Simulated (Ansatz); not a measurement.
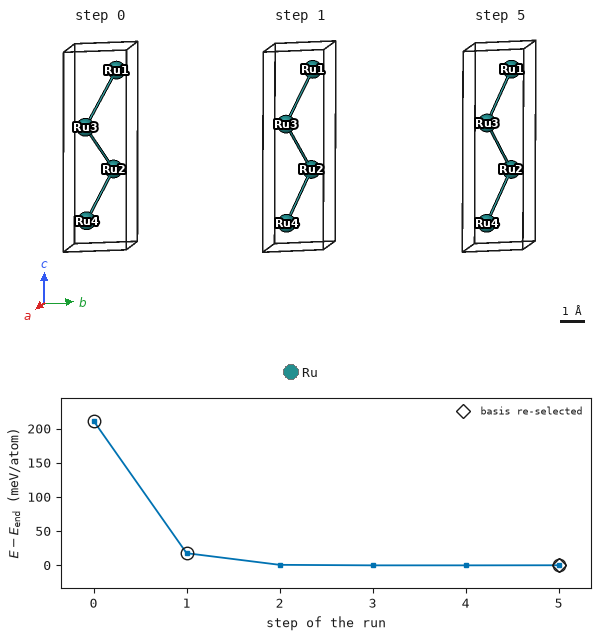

Frames of a relaxation of a crystal of Ru (set up in P1), marked on the history of the run. A ball-and-stick model of the cell of the calculation, reduced to other axes, seen slightly off an axis. Lengths and directions refer to the drawn axes.

Case: all atoms moved at random, sigma 0.15 Å for each component, cell strained at random, sigma 0.03; relaxed back.

Level of theory: DFT PBEsol, scalar-relativistic, plane waves, PAW (Ansatz). Set-up: plane-wave cutoff 420 eV; k-point mesh 12 × 12 × 4; occupations gaussian; smearing width 0.15 eV; no spin polarisation; cell and atoms relaxed; force threshold 0.01 eV/Å; at most 80 steps.

Question: Describe the path.

Answer: The energy falls by 211 meV per atom in 4 accepted moves (5 points after the start). The largest force component goes from 3 to 0.00014 eV/Å. The pressure goes from −2.98 to 0.01 GPa. At 1 point the geometry stayed and the basis and grid were re-selected for the new cell (energy shift of 0.1 meV per atom at most each time). The largest move relative to the cell is that of Ru3, 0.20 Å along [−1 2 1]. The volume changes by −2.9 %, with a 2.638 → 2.690 Å (+1.9 %), b 2.762 → 2.690 Å (−2.6 %), c 8.467 → 8.502 Å (+0.4 %), α 90.2° → 90.0°, β 90.3° → 90.0°, γ 117.2° → 120.0°. Some distances before and after: Ru1–Ru3 2.883 → 2.632 Å, Ru2–Ru3 2.418 → 2.632 Å, Ru1–Ru4 2.824 → 2.632 Å, Ru1–Ru4 (another image) 2.761 → 2.632 Å. The space group (tolerance 0.01 Å) goes from P1 (No. 1) to P6_3/mmc (No. 194). Cost: 2.5 min on 2 threads of Arm Neoverse V2, on a shared host, peak memory 0.68 GiB. From step 0 to 1: Ru3 moves most (0.14 Å), volume −3.8 %, energy −194 meV per atom. From step 1 to 5: Ru atoms move most (0.07 Å), volume +0.9 %, energy −17.7 meV per atom.

```
step  E − E(0), meV/atom  largest force component, eV/Å  pressure, GPa  volume, Å³/atom                      note
   0                0.00                         2.9772          -2.98           13.720                          
   1             -193.78                         0.6096           3.65           13.197                          
   2             -210.81                         0.0561          -1.55           13.378                          
   3             -211.57                         0.0026          -0.06           13.319                          
   4             -211.57                         0.0001           0.00           13.317                          
   5             -211.43                         0.0001           0.01           13.317  same geometry, new basis
```
